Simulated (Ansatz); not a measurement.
## Geometry relaxation, with input and output: CdTe (part 3 of 3)

CdTe (slab, 12 atoms in the cell); DFT PBE, scalar-relativistic, plane waves, PAW, no spin polarisation (Ansatz 0.2.0); cutoff 420 eV, 2×3×1 k-mesh, Gaussian smearing of 0.05 eV. The structure derives from an entry of the Crystallography Open Database. The input holds or restrains some coordinates. Forces given for the steps count only the free coordinates. It belongs to a series of runs on one base structure; here: clean slab, lower planes held.

Geometry of the input (Å; fractional positions):
```
9.3584  0.0000  0.0000
0.0000  6.6174  0.0000
0.0000  0.0000  20.6792
Cd 0.2500  0.5000  0.3869
Cd 0.7500  0.5000  0.3869
Te 0.5000  0.2500  0.3869
Te 0.0000  0.2500  0.3869
Cd 0.5000  0.0000  0.5000
Cd 0.0000  0.0000  0.5000
Te 0.7500  0.7500  0.5000
Te 0.2500  0.7500  0.5000
Cd 0.7500  0.5000  0.6131
Cd 0.2500  0.5000  0.6131
Te 0.0000  0.2500  0.6131
Te 0.5000  0.2500  0.6131
```

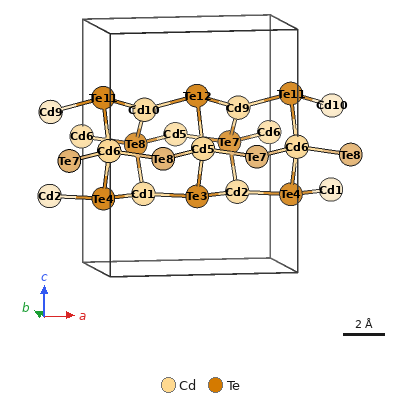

Figure 1. The geometry at step 4 of the log (ball-and-stick view of the cell of the calculation, with the vacuum cut short, seen slightly off an axis; neighbours outside the cell are drawn fainter; atoms are numbered from 1 in the order of the input).

Output, continued:
```
  k-point 1: bands = ["-103.2462", "-103.2462", "-103.1992", "-103.1992", "-103.0403", "-103.0403", "-64.3775", "-64.3775", "-64.3324", "-64.3324", "-64.2841", "-64.2841", "-64.2626", "-64.2626", "-64.2354", "-64.2354", "-64.2132", "-64.2132", "-64.1181", "-64.1181", "-64.0985", "-64.0985", "-64.0891", "-64.0891", "-37.1081", "-37.1081", "-37.1039", "-37.1039", "-37.0819", "-37.0818", "-37.0630", "-37.0630", "-37.0622", "-37.0618", "-36.8331", "-36.8328", "-36.8236", "-36.8235", "-36.7971", "-36.7968", "-36.7707", "-36.7707", "-36.7659", "-36.7658", "-36.7302", "-36.7299", "-36.7292", "-36.7290", "-36.6396", "-36.6395", "-36.6359", "-36.6358", "-36.6070", "-36.6069", "-11.7202", "-11.5897", "-11.4137", "-11.3140", "-11.2142", "-11.1226", "-9.2326", "-9.2293", "-9.2267", "-9.2109", "-9.2011", "-9.1879", "-9.1876", "-9.1562", "-9.1451", "-9.1255", "-9.1254", "-9.1239", "-9.1109", "-9.0998", "-9.0928", "-9.0847", "-9.0827", "-9.0734", "-9.0522", "-9.0229", "-9.0093", "-8.9551", "-8.9260", "-8.9193", "-8.9082", "-8.7847", "-8.7457", "-8.6817", "-8.6225", "-8.6052", "-5.0175", "-4.8094", "-4.7731", "-4.5450", "-4.1433", "-3.3943", "-2.7711", "-2.7199", "-2.6485", "-2.4450", "-2.2669", "-2.1790", "-1.7829", "-1.7781", "-1.6743", "-1.5470", "-1.5432", "-1.4994", "0.4705", "0.4786", "1.0042", "1.3459", "1.7441", "1.9472", "2.0622", "2.2113", "2.8419", "3.2213", "3.3027", "3.4546", "3.9371", "4.0443", "4.1623", "4.2906", "4.3457", "4.5725", "4.6023", "4.7454", "4.8921", "4.8929"]
  k-point 2: bands = ["-103.2462", "-103.2462", "-103.1992", "-103.1992", "-103.0403", "-103.0403", "-64.3775", "-64.3775", "-64.3324", "-64.3324", "-64.2841", "-64.2841", "-64.2626", "-64.2626", "-64.2354", "-64.2354", "-64.2132", "-64.2132", "-64.1181", "-64.1181", "-64.0985", "-64.0985", "-64.0891", "-64.0891", "-37.1081", "-37.1081", "-37.1039", "-37.1039", "-37.0818", "-37.0818", "-37.0630", "-37.0630", "-37.0620", "-37.0620", "-36.8329", "-36.8329", "-36.8235", "-36.8235", "-36.7969", "-36.7969", "-36.7707", "-36.7707", "-36.7658", "-36.7658", "-36.7300", "-36.7300", "-36.7291", "-36.7291", "-36.6396", "-36.6396", "-36.6358", "-36.6358", "-36.6070", "-36.6070", "-11.6899", "-11.6899", "-11.3406", "-11.3406", "-11.1605", "-11.1605", "-9.2311", "-9.2311", "-9.2177", "-9.2177", "-9.2013", "-9.2013", "-9.1609", "-9.1609", "-9.1301", "-9.1301", "-9.1194", "-9.1194", "-9.1121", "-9.1121", "-9.0989", "-9.0989", "-9.0628", "-9.0628", "-9.0319", "-9.0319", "-8.9875", "-8.9875", "-8.9391", "-8.9391", "-8.9247", "-8.9247", "-8.7126", "-8.7126", "-8.5727", "-8.5727", "-4.8033", "-4.8033", "-4.1150", "-4.1150", "-3.6258", "-3.6258", "-3.2080", "-3.2080", "-2.6273", "-2.6273", "-2.3252", "-2.3252", "-2.2870", "-2.2870", "-1.7730", "-1.7730", "-1.5645", "-1.5645", "0.7097", "0.7097", "1.5870", "1.5870", "1.9723", "1.9723", "2.2697", "2.2697", "2.8631", "2.8631", "3.3504", "3.3504", "3.6381", "3.6381", "4.1311", "4.1311", "4.3354", "4.3354", "4.5900", "4.5900", "4.7889", "4.7889"]
  k-point 3: bands = ["-103.2462", "-103.2462", "-103.1992", "-103.1992", "-103.0403", "-103.0403", "-64.3775", "-64.3775", "-64.3324", "-64.3324", "-64.2841", "-64.2841", "-64.2626", "-64.2626", "-64.2354", "-64.2354", "-64.2132", "-64.2132", "-64.1181", "-64.1181", "-64.0985", "-64.0985", "-64.0891", "-64.0891", "-37.1081", "-37.1081", "-37.1039", "-37.1039", "-37.0818", "-37.0818", "-37.0630", "-37.0630", "-37.0620", "-37.0620", "-36.8329", "-36.8329", "-36.8235", "-36.8235", "-36.7969", "-36.7969", "-36.7707", "-36.7707", "-36.7658", "-36.7658", "-36.7300", "-36.7300", "-36.7291", "-36.7291", "-36.6396", "-36.6396", "-36.6358", "-36.6358", "-36.6070", "-36.6070", "-11.6549", "-11.6549", "-11.3631", "-11.3631", "-11.1676", "-11.1676", "-9.2325", "-9.2325", "-9.2094", "-9.2094", "-9.1968", "-9.1968", "-9.1629", "-9.1629", "-9.1372", "-9.1372", "-9.1265", "-9.1265", "-9.1143", "-9.1143", "-9.0985", "-9.0985", "-9.0692", "-9.0692", "-9.0314", "-9.0314", "-8.9472", "-8.9472", "-8.9402", "-8.9402", "-8.8843", "-8.8843", "-8.7001", "-8.7001", "-8.6573", "-8.6573", "-4.7940", "-4.7940", "-4.1839", "-4.1839", "-4.0468", "-4.0468", "-2.8942", "-2.8942", "-2.8053", "-2.8053", "-2.2287", "-2.2287", "-2.0214", "-2.0214", "-1.7537", "-1.7537", "-1.5510", "-1.5510", "0.7469", "0.7469", "1.6605", "1.6605", "1.8703", "1.8703", "2.5193", "2.5193", "3.2676", "3.2676", "3.6891", "3.6891", "3.9316", "3.9316", "4.0633", "4.0633", "4.2930", "4.2930", "4.5984", "4.5984", "4.7357", "4.7357"]
--- Relaxed structure (6 steps of the walk, 6 accepted, 0 SCFs on fresh bases) ---
  F+E_penalty+E_count = -91409.74888255 eV   max|allowed force component| = 9.384e-3 eV/Å
  atoms:
    - { symbol: Cd, position: [0.25, 0.5, 0.3868623559] }
    - { symbol: Cd, position: [0.75, 0.5, 0.3868623559] }
    - { symbol: Te, position: [0.5, 0.25, 0.3868623559] }
    - { symbol: Te, position: [0.0, 0.25, 0.3868623559] }
    - { symbol: Cd, position: [0.5, 0.05097340859984238, 0.5091701904853277] }
    - { symbol: Cd, position: [-3.2155841160769136e-37, 0.05097340859984238, 0.5091701904853277] }
    - { symbol: Te, position: [0.75, 0.7966127080352836, 0.48974225343752475] }
    - { symbol: Te, position: [0.25, 0.7966127080352836, 0.48974225343752475] }
    - { symbol: Cd, position: [0.75, 0.47477012351880943, 0.5798260154015525] }
    - { symbol: Cd, position: [0.25, 0.47477012351880943, 0.5798260154015525] }
    - { symbol: Te, position: [-2.1865971989323012e-35, 0.28160621554917226, 0.6240301030154498] }
    - { symbol: Te, position: [0.5, 0.28160621554917226, 0.6240301030154498] }
```

Trajectory as extended XYZ (Å, eV, eV/Å), 6 frames, from step=1 to step=6:
```
12
Lattice="9.3584 0.0000 0.0000 0.0000 6.6174 0.0000 0.0000 0.0000 20.6792" Properties=species:S:1:pos:R:3:forces:R:3 step=1 energy=-91408.62255
Cd    2.3396    3.3087    8.0000    0.0000  -0.8227   0.6362
Cd    7.0188    3.3087    8.0000    0.0000  -0.8227   0.6362
Te    4.6792    1.6543    8.0000    0.0000   0.4100  -0.7303
Te    0.0000    1.6543    8.0000    0.0000   0.4100  -0.7303
Cd    4.6792    0.0000   10.3396    0.0000   0.3338   0.0007
Cd    0.0000    0.0000   10.3396    0.0000   0.3338   0.0007
Te    7.0188    4.9630   10.3396    0.0000   0.4926  -0.0009
Te    2.3396    4.9630   10.3396    0.0000   0.4926  -0.0009
Cd    7.0188    3.3087   12.6792    0.0000  -0.8235  -0.6355
Cd    2.3396    3.3087   12.6792    0.0000  -0.8235  -0.6355
Te    0.0000    1.6543   12.6792    0.0000   0.4098   0.7297
Te    4.6792    1.6543   12.6792    0.0000   0.4098   0.7297
12
Lattice="9.3584 0.0000 0.0000 0.0000 6.6174 0.0000 0.0000 0.0000 20.6792" Properties=species:S:1:pos:R:3:forces:R:3 step=2 energy=-91409.22814
Cd    2.3396    3.3087    8.0000    0.0000  -0.6471   0.7583
Cd    7.0188    3.3087    8.0000    0.0000  -0.6471   0.7583
Te    4.6792    1.6543    8.0000    0.0000   0.4496  -0.7084
Te    0.0000    1.6543    8.0000    0.0000   0.4496  -0.7084
Cd    4.6792    0.0929   10.3750    0.0000   0.3088   0.1960
Cd    0.0000    0.0929   10.3750    0.0000   0.3088   0.1960
Te    7.0188    5.0582   10.3255    0.0000   0.1451  -0.0272
Te    2.3396    5.0582   10.3255    0.0000   0.1451  -0.0272
Cd    7.0188    3.1794   12.5334    0.0000  -0.2782  -0.5621
Cd    2.3396    3.1794   12.5334    0.0000  -0.2782  -0.5621
Te    0.0000    1.6766   12.8196    0.0000   0.0220   0.3431
Te    4.6792    1.6766   12.8196    0.0000   0.0220   0.3431
12
Lattice="9.3584 0.0000 0.0000 0.0000 6.6174 0.0000 0.0000 0.0000 20.6792" Properties=species:S:1:pos:R:3:forces:R:3 step=3 energy=-91409.54826
Cd    2.3396    3.3087    8.0000    0.0000  -0.5515   0.7729
Cd    7.0188    3.3087    8.0000    0.0000  -0.5515   0.7729
Te    4.6792    1.6543    8.0000    0.0000   0.4450  -0.6563
Te    0.0000    1.6543    8.0000    0.0000   0.4450  -0.6563
Cd    4.6792    0.1780   10.4289    0.0000   0.1983   0.2153
Cd    0.0000    0.1780   10.4289    0.0000   0.1983   0.2153
Te    7.0188    5.1204   10.2926    0.0000   0.0049  -0.0613
Te    2.3396    5.1204   10.2926    0.0000   0.0049  -0.0613
Cd    7.0188    3.0971   12.3523    0.0000  -0.0740  -0.3816
Cd    2.3396    3.0971   12.3523    0.0000  -0.0740  -0.3816
Te    0.0000    1.6775   12.9083    0.0000  -0.0224   0.1108
Te    4.6792    1.6775   12.9083    0.0000  -0.0224   0.1108
12
Lattice="9.3584 0.0000 0.0000 0.0000 6.6174 0.0000 0.0000 0.0000 20.6792" Properties=species:S:1:pos:R:3:forces:R:3 step=4 energy=-91409.70438
Cd    2.3396    3.3087    8.0000    0.0000  -0.5110   0.7151
Cd    7.0188    3.3087    8.0000    0.0000  -0.5110   0.7151
Te    4.6792    1.6543    8.0000    0.0000   0.4258  -0.5806
Te    0.0000    1.6543    8.0000    0.0000   0.4258  -0.5806
Cd    4.6792    0.2561   10.4915    0.0000   0.0543   0.0840
Cd    0.0000    0.2561   10.4915    0.0000   0.0543   0.0840
Te    7.0188    5.1717   10.2370    0.0000  -0.0030  -0.0620
Te    2.3396    5.1717   10.2370    0.0000  -0.0030  -0.0620
Cd    7.0188    3.0564   12.1594    0.0000  -0.0147  -0.1363
Cd    2.3396    3.0564   12.1594    0.0000  -0.0147  -0.1363
Te    0.0000    1.7070   12.9465    0.0000   0.0478  -0.0189
Te    4.6792    1.7070   12.9465    0.0000   0.0478  -0.0189
12
Lattice="9.3584 0.0000 0.0000 0.0000 6.6174 0.0000 0.0000 0.0000 20.6792" Properties=species:S:1:pos:R:3:forces:R:3 step=5 energy=-91409.74781
Cd    2.3396    3.3087    8.0000    0.0000  -0.4882   0.6154
Cd    7.0188    3.3087    8.0000    0.0000  -0.4882   0.6154
Te    4.6792    1.6543    8.0000    0.0000   0.5056  -0.6269
Te    0.0000    1.6543    8.0000    0.0000   0.5056  -0.6269
Cd    4.6792    0.3377   10.5214    0.0000  -0.0183   0.0359
Cd    0.0000    0.3377   10.5214    0.0000  -0.0183   0.0359
Te    7.0188    5.2698   10.1334    0.0000  -0.0273  -0.0162
Te    2.3396    5.2698   10.1334    0.0000  -0.0273  -0.0162
Cd    7.0188    3.1252   11.9824    0.0000   0.0181   0.0162
Cd    2.3396    3.1252   11.9824    0.0000   0.0181   0.0162
Te    0.0000    1.8495   12.9059    0.0000   0.0101  -0.0244
Te    4.6792    1.8495   12.9059    0.0000   0.0101  -0.0244
12
Lattice="9.3584 0.0000 0.0000 0.0000 6.6174 0.0000 0.0000 0.0000 20.6792" Properties=species:S:1:pos:R:3:forces:R:3 step=6 energy=-91409.74888
Cd    2.3396    3.3087    8.0000    0.0000  -0.5032   0.6028
Cd    7.0188    3.3087    8.0000    0.0000  -0.5032   0.6028
Te    4.6792    1.6543    8.0000    0.0000   0.5029  -0.6063
Te    0.0000    1.6543    8.0000    0.0000   0.5029  -0.6063
Cd    4.6792    0.3373   10.5292    0.0000  -0.0040   0.0075
Cd    0.0000    0.3373   10.5292    0.0000  -0.0040   0.0075
Te    7.0188    5.2715   10.1275    0.0000  -0.0021   0.0047
Te    2.3396    5.2715   10.1275    0.0000  -0.0021   0.0047
Cd    7.0188    3.1417   11.9903    0.0000   0.0094  -0.0025
Cd    2.3396    3.1417   11.9903    0.0000   0.0094  -0.0025
Te    0.0000    1.8635   12.9044    0.0000  -0.0030  -0.0063
Te    4.6792    1.8635   12.9044    0.0000  -0.0030  -0.0063
```

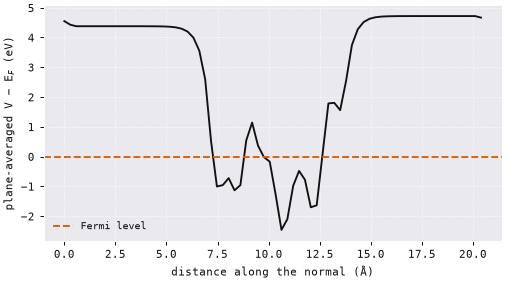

Figure 2. Plane average of the electrostatic potential energy of an electron across the cell, from the Fermi level. The vacuum level lies 4.72 eV above the Fermi level on the upper side and 4.38 eV on the lower.

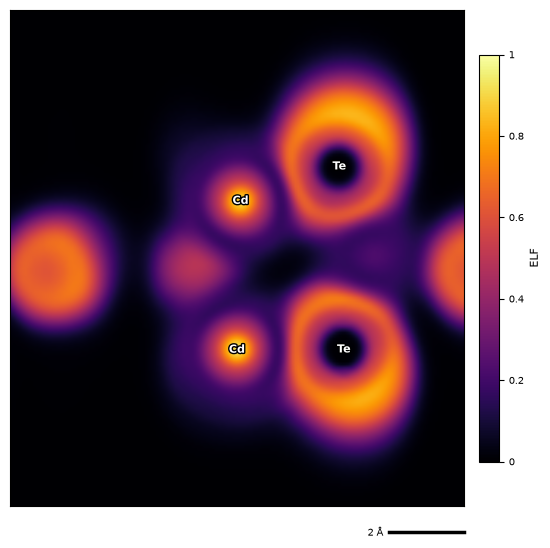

Figure 3. ELF on the (110) plane of the calculation cell, a cut from vacuum to vacuum. The section cuts through Cd and Te sites. Cd–Te (2.82 Å): the ELF is about 0.50 at the midpoint. Cd–Te (2.87 Å): the ELF peaks at about 0.65 in the valence shell of Te, 1.3 Å from its nucleus, and drops to about 0.20 between the two atoms. The strong features right at Cd lie inside the PAW spheres (semicore, d or f shells) and say nothing about bonding. Core electrons are frozen (PAW), so the fields are smoothed inside the atomic spheres.

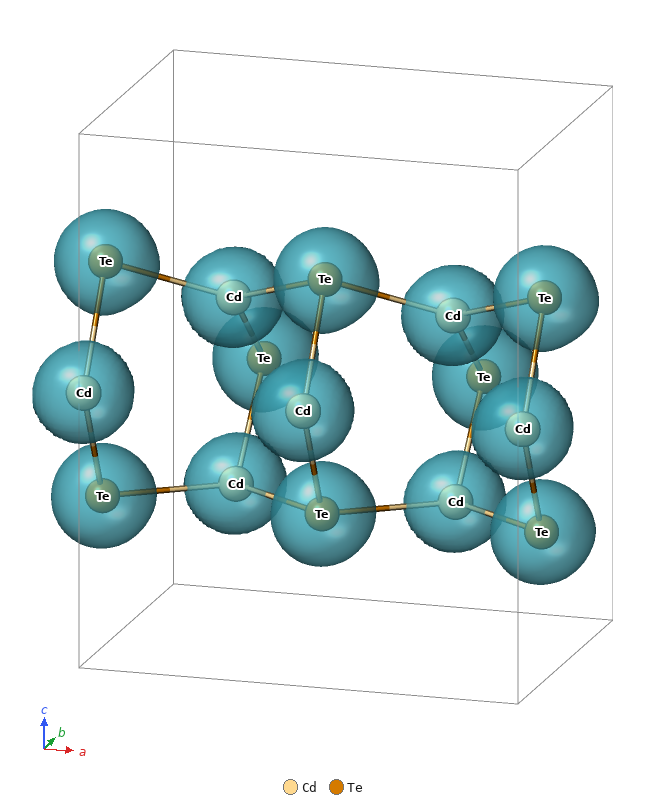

Figure 4. Isosurface of the valence charge density (pseudo) at 0.5 e/Å³ (cyan), seen slightly off an axis. Sticks mark near contacts. At this value the density breaks into separate islands; it holds about 80 % of the electrons treated as valence (semicore included). It is pinched off along the Cd–Te (2.82 Å), Cd–Te (2.87 Å) and Cd–Te (2.91 Å) contacts. On the grid the lowest density along these lines, outside the cores, is 0.34 e/Å³ (Cd–Te, 2.82 Å), 0.31 e/Å³ (Cd–Te, 2.87 Å) and 0.28 e/Å³ (Cd–Te, 2.91 Å).
